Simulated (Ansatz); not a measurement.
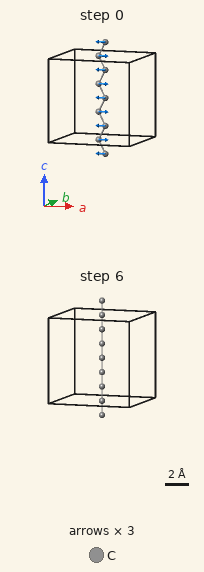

The structure of a wire of composition C before (top) and after (bottom) a relaxation, at one scale. The blue arrows give the displacements (the part carried along by the change of the cell is left out), magnified 3 times.

A ball-and-stick model of the 3 repeat of the cell, with the vacuum cut short, seen slightly off an axis.

Case: zigzag chain of atoms.

Method: DFT PBE, scalar-relativistic, plane waves, PAW in Ansatz.

Input file:
```yaml
crystal:
  lattice:
    - [9.6, 0.0, 0.0]
    - [0.0, 9.3, 0.0]
    - [0.0, 0.0, 2.5053194495]
  atoms:
    - { symbol: C, position: [0.467378653, 0.5, 0.0], spin: 0.5 }
    - { symbol: C, position: [0.532621347, 0.5, 0.5], spin: 0.5 }
basis:
  ecutwfc: 420
kpoints:
  mp_grid: { grid: [1, 1, 26] }
hamiltonian:
  xc: pbe
scf:
  occupations: { method: gaussian, width: 0.05 }
output:
  forces: true
  stress: true
  eigenvalues: true
  populations: true
  write_density: true
  write_potential: true
  elf: true
  volumetric_format: npy
magnetization:
  spin_polarized: true
relax:
  adjacent_minimum: "off"
  f_tol: 0.01
  max_steps: 45
  cell: { fix: [a, b, alpha, beta, gamma], stress_tol: 0.03 }
```

Launched with:
```bash
ansatz run input.yaml --threads 2 --pin off --max-ram 5120MiB --backend cpu --events-out ev --progress --plain --runs-dir out
```

Q: What changed between the two?

A: After 5 accepted moves (6 points after the start) the energy has fallen by 1.377 eV per cell of the calculation. Largest force component: 5.5 eV/Å at the start, under 0.0001 eV/Å at the end. The SCF was repeated once at an unchanged geometry on a basis and grid sized afresh for the cell, which shifted the energy by 1.5 meV per cell of the calculation at most. The largest moves relative to the layer's centre, 0.31 Å, are those of C1 and C2. Along the periodic axis the drawn cell goes c 7.516 → 7.696 Å (+2.4 %). Near-neighbour distances that change, for instance: C1–C2 1.401 → 1.283 Å. Bond angles that change, for instance: C2–C1–C2 126.9° → 180.0°. The program noted that the starting moments weren't kept. The run may lie on a higher electronic state than the lowest, so the end point isn't shown to be the ground-state structure. The run took 13 s on 2 threads of Intel(R) Xeon(R) 6975P-C (Granite Rapids), on a shared host, peak memory 0.49 GiB.

Limits of the set-up: the k-point mesh is coarse for a cell with partly filled bands.
